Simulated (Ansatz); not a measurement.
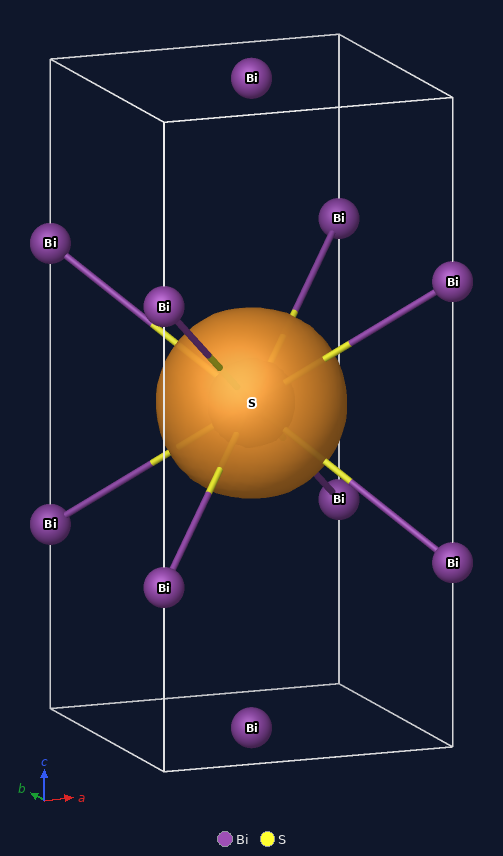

Figure 1: Bi3S. Isosurface of the electron localisation function at 0.7 (orange), seen slightly off an axis. Only the valence region is drawn (cores and ρ < 0.01 e/Å³ removed). Sticks mark near contacts.

Space group P4/mmm; a structure generated by program, which may or may not match a known phase; computed without spin polarisation.

Computed with DFT PBE, scalar-relativistic, plane waves, PAW (Ansatz 0.2.0).

In a PAW calculation such maps are meaningful between the atoms, not at the nuclei.

Q: What do the ELF domains correspond to?

A: The surface consists of one region wrapped around S (its valence shell), counted in one cell of 4 atoms. Regions shared between cells count once. Profiles from the grid: Bi–S (3.14 Å): the ELF peaks at about 0.85 in the valence shell of S, 0.8 Å from its nucleus, and drops to about 0.25 between the two atoms.

Q: Does the calculation give a band gap?

A: It is gapless in this calculation (a metal or semimetal).
